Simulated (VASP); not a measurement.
# Single-point calculation of ZnH$_{2}$ (part 2 of 2)

ZnH$_{2}$ (Fd-3m, 12 atoms in the cell); Kohn-Sham DFT of a periodic cell, PBE, VASP PAW PBE potentials, recommended, no spin polarisation (VASP 6.6.1); cutoff 520 eV, 6×6×6 k-mesh, Gaussian smearing of 0.2 eV. The structure was made by swapping elements on the sites of another compound; it need not be a known phase. It belongs to a series of runs on one base structure; here: cell x2.

Geometry of the input (Å; fractional positions):
```
0.0000  2.8225  2.8225
2.8225  2.8225  0.0000
-2.8225  5.6451  -2.8225
Zn 0.7500  0.7500  0.7500
Zn 0.2500  0.2500  0.2500
Zn 0.1250  0.1250  0.6250
Zn 0.6250  0.6250  0.1250
H  0.1875  0.1875  0.9375
H  0.6875  0.6875  0.4375
H  0.6875  0.1875  0.9375
H  0.1875  0.6875  0.4375
H  0.1875  0.6875  0.9375
H  0.6875  0.1875  0.4375
H  0.4375  0.4375  0.6875
H  0.9375  0.9375  0.1875
```

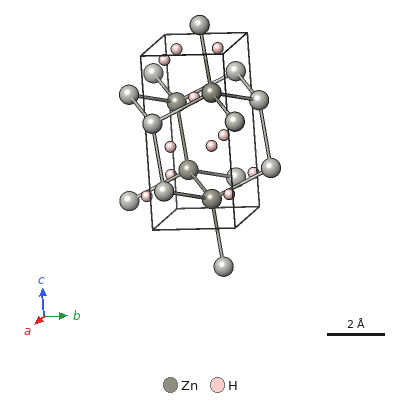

*The input geometry (ball-and-stick view of the cell of the calculation, seen slightly off an axis; neighbours outside the cell are drawn fainter).*

Parts of OUTCAR, continued:
```
 k-point     1 :       0.0000    0.0000    0.0000
  band No.  band energies     occupation
      1      -9.2322      2.00000
      2      -6.2609      2.00000
      3      -6.2040      2.00000
      4      -5.7141      2.00000
      5      -5.7141      2.00000
      6      -5.7134      2.00000
      7      -5.6759      2.00000
      8      -5.6759      2.00000
      9      -5.6599      2.00000
     10      -5.6599      2.00000
     11      -5.6430      2.00000
     12      -5.6430      2.00000
     13      -5.4433      2.00000
     14      -4.9906      2.00000
     15      -4.9906      2.00000
     16      -4.9906      2.00000
     17      -4.9103      2.00000
     18      -4.9103      2.00000
     19      -4.7135      2.00000
     20      -4.7135      2.00000
     21      -4.6867      2.00000
     22      -4.6867      2.00000
     23      -3.8455      2.00000
     24       2.5387      0.44146
     25       2.5387      0.44145
     26       2.7385      0.02907
     27       2.7385      0.02907
     28       2.7525      0.02252
     29       3.3099      0.00000
     30       4.2024      0.00000
     31       4.6430      0.00000
     32       4.6430      0.00000
     33       5.6168      0.00000
     34       7.3000      0.00000
     35       7.3041      0.00000
     36       7.3041      0.00000
     37       8.3511      0.00000
     38       8.3511      0.00000
     39       8.3513      0.00000
     40       8.3615      0.00000

 k-point     2 :       0.1667    0.0000   -0.0000
  band No.  band energies     occupation
      1      -8.8763      2.00000
      2      -6.3732      2.00000
      3      -5.9798      2.00000
      4      -5.8399      2.00000
      5      -5.7544      2.00000
      6      -5.7187      2.00000
      7      -5.6924      2.00000
      8      -5.6826      2.00000
      9      -5.5810      2.00000
     10      -5.5282      2.00000
     11      -5.5153      2.00000
     12      -5.4860      2.00000
     13      -5.3220      2.00000
     14      -5.1181      2.00000
     15      -5.0047      2.00000
     16      -4.9896      2.00000
     17      -4.9775      2.00000
     18      -4.8167      2.00000
     19      -4.7133      2.00000
     20      -4.6930      2.00000
     21      -4.6675      2.00000
     22      -4.6624      2.00000
     23      -3.6963      2.00000
     24       0.0445      2.00000
     25       1.3035      2.00000
     26       1.6922      2.00000
     27       2.1570      1.94631
     28       2.5121      0.56074
     29       3.0497      0.00001
     30       3.6402      0.00000
     31       4.9556      0.00000
     32       5.8529      0.00000
     33       5.9498      0.00000
     34       7.1130      0.00000
     35       7.3743      0.00000
     36       8.2150      0.00000
     37       8.2712      0.00000
     38       9.3209      0.00000
     39       9.6142      0.00000
     40      10.7049      0.00000

 k-point     3 :       0.3333    0.0000   -0.0000
  band No.  band energies     occupation
      1      -7.8501      2.00000
      2      -6.3000      2.00000
      3      -5.9580      2.00000
      4      -5.9269      2.00000
      5      -5.7474      2.00000
      6      -5.6745      2.00000
      7      -5.6463      2.00000
      8      -5.5658      2.00000
      9      -5.5267      2.00000
     10      -5.4892      2.00000
     11      -5.4142      2.00000
     12      -5.3543      2.00000
     13      -5.3003      2.00000
     14      -5.2110      2.00000
     15      -5.1377      2.00000
     16      -4.9493      2.00000
     17      -4.9071      2.00000
     18      -4.7748      2.00000
     19      -4.6406      2.00000
     20      -4.6399      2.00000
     21      -4.6352      2.00000
     22      -4.3566      2.00000
     23      -2.8583      2.00000
     24      -2.6967      2.00000
     25      -1.0673      2.00000
     26       0.8231      2.00000
     27       1.1903      2.00000
     28       1.3271      2.00000
     29       2.3532      1.41254
     30       2.9979      0.00006
     31       4.2704      0.00000
     32       5.5731      0.00000
     33       7.1048      0.00000
     34       7.2381      0.00000
     35       7.5596      0.00000
     36       8.7983      0.00000
     37       9.7720      0.00000
     38      11.6230      0.00000
     39      11.9204      0.00000
     40      12.0252      0.00000

 k-point     4 :       0.5000    0.0000   -0.0000
  band No.  band energies     occupation
      1      -6.5020      2.00000
      2      -6.5020      2.00000
      3      -6.0513      2.00000
      4      -6.0513      2.00000
      5      -5.6875      2.00000
      6      -5.6875      2.00000
      7      -5.5964      2.00000
      8      -5.5964      2.00000
      9      -5.4887      2.00000
     10      -5.4887      2.00000
     11      -5.4230      2.00000
     12      -5.4230      2.00000
     13      -5.3385      2.00000
     14      -5.3385      2.00000
     15      -4.9897      2.00000
     16      -4.9897      2.00000
     17      -4.7088      2.00000
     18      -4.7088      2.00000
     19      -4.6967      2.00000
     20      -4.6967      2.00000
     21      -4.5765      2.00000
     22      -4.5765      2.00000
     23      -2.9765      2.00000
     24      -2.9765      2.00000
     25      -0.8717      2.00000
     26      -0.8717      2.00000
     27       0.6418      2.00000
     28       0.6418      2.00000
     29       2.2753      1.72548
     30       2.2753      1.72548
     31       4.9234      0.00000
     32       4.9234      0.00000
     33       7.3278      0.00000
     34       7.3278      0.00000
     35       8.0949      0.00000
     36       8.0949      0.00000
     37      11.8692      0.00000
     38      11.8692      0.00000
     39      13.2809      0.00000
     40      13.2822      0.00000

 k-point     5 :       0.1667    0.1667   -0.0000
  band No.  band energies     occupation
      1      -8.8443      2.00000
      2      -6.5254      2.00000
      3      -6.0069      2.00000
      4      -5.7815      2.00000
      5      -5.7810      2.00000
      6      -5.6954      2.00000
      7      -5.6920      2.00000
      8      -5.6532      2.00000
      9      -5.5454      2.00000
     10      -5.5452      2.00000
     11      -5.5313      2.00000
     12      -5.4853      2.00000
     13      -5.3799      2.00000
     14      -5.0950      2.00000
     15      -5.0052      2.00000
     16      -5.0051      2.00000
     17      -4.9504      2.00000
     18      -4.8380      2.00000
     19      -4.7056      2.00000
     20      -4.6833      2.00000
     21      -4.6833      2.00000
     22      -4.6567      2.00000
     23      -3.5119      2.00000
     24       0.3834      2.00000
     25       0.7504      2.00000
     26       1.3556      2.00000
     27       2.5949      0.24339
     28       2.6064      0.21207
     29       2.8335      0.00431
     30       3.7132      0.00000
     31       4.9691      0.00000
     32       6.2013      0.00000
     33       6.7454      0.00000
     34       6.7467      0.00000
     35       6.8920      0.00000
     36       7.9031      0.00000
     37       8.6695      0.00000
     38       8.6708      0.00000
     39       8.8990      0.00000
     40      10.7285      0.00000

 [... the levels of 18 k-points are left out ...]

 k-point    24 :      -0.3333   -0.3333    0.1667
  band No.  band energies     occupation
      1      -7.4126      2.00000
      2      -6.8128      2.00000
      3      -6.0999      2.00000
      4      -5.8083      2.00000
      5      -5.7471      2.00000
      6      -5.6621      2.00000
      7      -5.6429      2.00000
      8      -5.6253      2.00000
      9      -5.5773      2.00000
     10      -5.5423      2.00000
     11      -5.5000      2.00000
     12      -5.4061      2.00000
     13      -5.3353      2.00000
     14      -5.2851      2.00000
     15      -5.0085      2.00000
     16      -4.9621      2.00000
     17      -4.8989      2.00000
     18      -4.7427      2.00000
     19      -4.7375      2.00000
     20      -4.7371      2.00000
     21      -4.6637      2.00000
     22      -4.5592      2.00000
     23      -2.6142      2.00000
     24      -1.4827      2.00000
     25      -0.7092      2.00000
     26       0.0271      2.00000
     27       1.3395      2.00000
     28       1.9113      1.99975
     29       2.6346      0.14768
     30       2.6391      0.13909
     31       3.8288      0.00000
     32       4.5649      0.00000
     33       5.0998      0.00000
     34       7.1392      0.00000
     35       8.6134      0.00000
     36       8.6724      0.00000
     37      10.3218      0.00000
     38      10.7216      0.00000
     39      12.7523      0.00000
     40      13.9714      0.00000

 [... further k-points ...]

------------------------ aborting loop because EDIFF is reached ----------------------------------------

  FORCE on cell =-STRESS in cart. coord.  units (eV):
  Direction    XX          YY          ZZ          XY          YZ          ZX
  --------------------------------------------------------------------------------------
  -------------------------------------------------------------------------------------
  Total        0.1618604      0.1618604      0.1618604      0.4324794      0.4324794     -0.4324794
  in kB        2.8831864      2.8831864      2.8831864      7.7036673      7.7036673     -7.7036673
  external PRESSURE =       2.8831864 kB  Pullay stress =       0.0000000 kB

 VOLUME and BASIS-vectors are now :
 -----------------------------------------------------------------------------
  energy-cutoff  :      520.00
  volume of cell :       89.95
      direct lattice vectors                 reciprocal lattice vectors
     0.000000000  2.822536094  2.822536094    -0.088572827  0.088572827  0.265718480
     2.822536094  2.822536094  0.000000000     0.265718480  0.088572827 -0.088572827
    -2.822536094  5.645072187 -2.822536094    -0.088572827  0.088572827 -0.088572827

 POSITION                                       TOTAL-FORCE (eV/Angst)
 -----------------------------------------------------------------------------------
      0.00000      8.46761      0.00000         0.002333     -0.002333      0.002333
      0.00000      2.82254      0.00000         0.002333     -0.002333      0.002333
     -1.41127      4.23380     -1.41127        -0.002333      0.002333     -0.002333
      1.41127      4.23380      1.41127        -0.002333      0.002333     -0.002333
     -2.11690      6.35071     -2.11690         0.000000      0.000000      0.000000
      0.70563      6.35071      0.70563         0.000000      0.000000      0.000000
     -2.11690      7.76197     -0.70563         0.000000     -0.000000      0.000000
      0.70563      4.93944     -0.70563         0.000000     -0.000000      0.000000
     -0.70563      7.76197     -2.11690         0.000000     -0.000000      0.000000
     -0.70563      4.93944      0.70563         0.000000     -0.000000      0.000000
     -0.70563      6.35071     -0.70563         0.000000      0.000000      0.000000
      2.11690      6.35071      2.11690         0.000000      0.000000      0.000000
 -----------------------------------------------------------------------------------
    total drift:                               -0.000020     -0.000009     -0.000020

  FREE ENERGIE OF THE ION-ELECTRON SYSTEM (eV)
  ---------------------------------------------------
  free  energy   TOTEN  =       -20.4656191263 eV

  energy  without entropy=      -20.4152229412  energy(sigma->0) =      -20.44042103
```

CONTCAR:
```
ZnH2
   1.00000000000000
     0.0000000000000000    2.8225360936000001    2.8225360936000001
     2.8225360936000001    2.8225360936000001    0.0000000000000000
    -2.8225360936000001    5.6450721871000002   -2.8225360936000001
  Zn              H
     4     8
Direct
     0.7500000000000000    0.7500000000000000    0.7500000000000000
     0.2500000000000000    0.2500000000000000    0.2500000000000000
     0.1250000000000000    0.1250000000000000    0.6250000000000000
     0.6250000000000000    0.6250000000000000    0.1250000000000000
     0.1875000000000000    0.1875000000000000    0.9375000000000000
     0.6875000000000000    0.6875000000000000    0.4375000000000000
     0.6875000000000000    0.1875000000000000    0.9375000000000000
     0.1875000000000000    0.6875000000000000    0.4375000000000000
     0.1875000000000000    0.6875000000000000    0.9375000000000000
     0.6875000000000000    0.1875000000000000    0.4375000000000000
     0.4375000000000000    0.4375000000000000    0.6875000000000000
     0.9375000000000000    0.9375000000000000    0.1875000000000000

  0.00000000E+00  0.00000000E+00  0.00000000E+00
  0.00000000E+00  0.00000000E+00  0.00000000E+00
  0.00000000E+00  0.00000000E+00  0.00000000E+00
  0.00000000E+00  0.00000000E+00  0.00000000E+00
  0.00000000E+00  0.00000000E+00  0.00000000E+00
  0.00000000E+00  0.00000000E+00  0.00000000E+00
  0.00000000E+00  0.00000000E+00  0.00000000E+00
  0.00000000E+00  0.00000000E+00  0.00000000E+00
  0.00000000E+00  0.00000000E+00  0.00000000E+00
  0.00000000E+00  0.00000000E+00  0.00000000E+00
  0.00000000E+00  0.00000000E+00  0.00000000E+00
  0.00000000E+00  0.00000000E+00  0.00000000E+00
```

Summary:

| quantity | value |
| --- | --- |
| outcome | converged |
| space group (tolerance 0.01 Å) | Fd-3m (227) |
| electrons treated | 56 |
| free energy | −20.4656 eV |
| Fermi energy | 2.430 eV |
| gap on the k-point mesh | none (metallic) |
| pressure | 0.29 GPa |
| largest force (length of the vector) | 0.004 eV/Å |
| wall time | 62 s |
| peak memory | 0.25 GiB |
